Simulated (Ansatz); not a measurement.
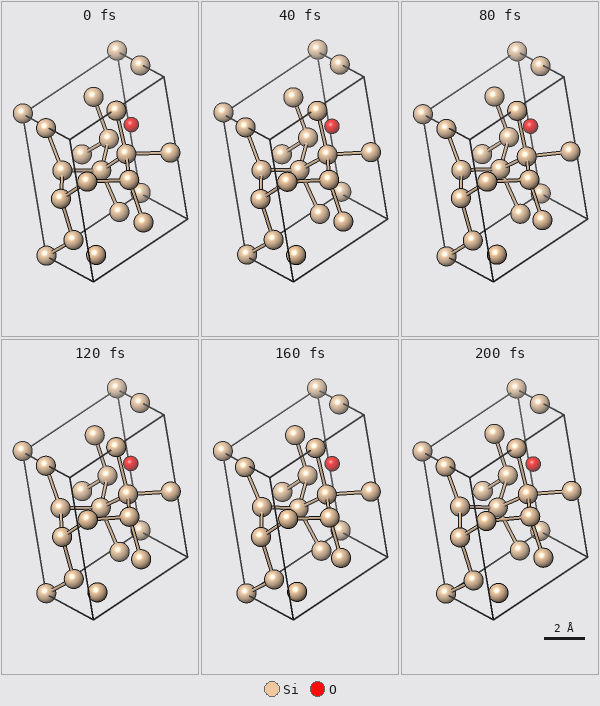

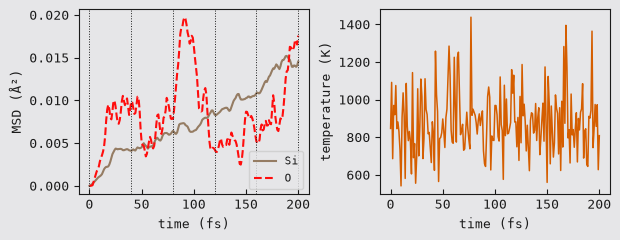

A Born-Oppenheimer molecular dynamics run of Si with an interstitial O (17 atoms in the cell), 200 fs long. Frames and the history of the run. The picture is a ball-and-stick view of the reduced simulation cell, seen slightly off an axis. Bonds to atoms that aren't drawn are left out. Lengths and directions refer to the drawn axes.

Method: DFT LDA, scalar-relativistic, plane waves, PAW in Ansatz 0.2.0. Run with plane-wave cutoff 420 eV; k-point mesh 2 × 2 × 2; Fermi-Dirac smearing 0.05 eV; spin collinear; Langevin thermostat (NVT); set temperature 900 K; time step 1 fs; friction 1 per fs.

Question: What happens in this trajectory?

Answer: In the second half of the run the atoms are, in the root-mean-square, this far from where they began (common drift taken out): Si 0.10 Å, O 0.09 Å. That is small against the typical shortest distance between atoms in the first frame, about 2.3 Å: the atoms vibrate about their sites and the arrangement holds. The mean temperature in the second half is 883 K (standard deviation 159 K). The potential energy is still drifting at the end, so the run hasn't reached equilibrium. The potential energy in the second half lies on average 66.1 meV per atom above the first frame. The friction is so strong that the slow modes are overdamped, and the motion no longer resembles free dynamics.

Limits of the set-up: the periodic images lie only 7.7 Å apart, so the values are limited by the cell's size.

PAW datasets: the set soft_1.
